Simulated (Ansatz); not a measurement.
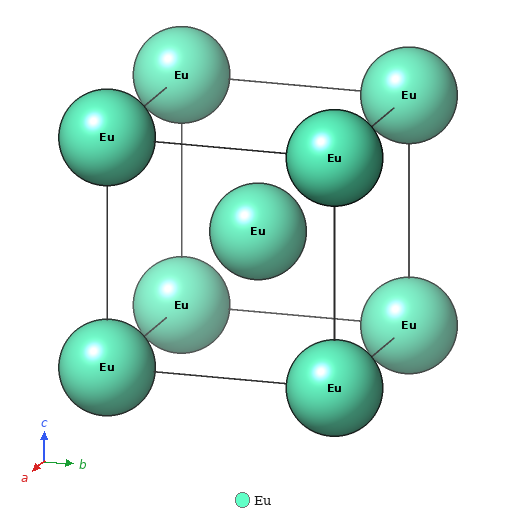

An orthographic spheres-only view of the structure, slightly off an axis. Atoms at the boundary of the conventional unit cell (the box) are drawn once for each face, edge or corner they touch.

Eu, body-centred cubic (W type), space group Im-3m (No. 229), a = 4.610 Å, b = 4.610 Å, c = 4.610 Å, α = 90.00°, β = 90.00°, γ = 90.00°. The cell started as the standard structure of this element. Earlier steps of the study may have refined or changed the cell and positions. A calculation with Ansatz used it as input.

This one geometry was computed with Ansatz (DFT, plane waves, PAW) at three levels of theory: PBE, LDA and PBEsol.

Question: Which level gives the highest pressure at this volume, and what does that say about its equilibrium volume?

Answer: Highest: PBE (-1.6 GPa), which points to the largest equilibrium volume. Lowest, with the smallest volume: LDA (-3.6 GPa). Levels within 0.5 GPa of each other can't be told apart.

Question: How does the band gap change with the level of theory?

Answer: All levels give a metal.

Question: Collect the results in a table.

Answer:
| level | cutoff (eV) | k-mesh of the run's cell | gap (eV) | pressure (GPa) | absolute moment (μB/atom) |
| --- | --- | --- | --- | --- | --- |
| PBE | 600 | 14×14×14 | metal | -1.6 | 7.33 |
| LDA | 420 | 14×14×14 | metal | -3.6 | 7.26 |
| PBEsol | 420 | 14×14×14 | metal | -2.6 | 7.34 |

Gaps are taken on the k-mesh or band path of each run.
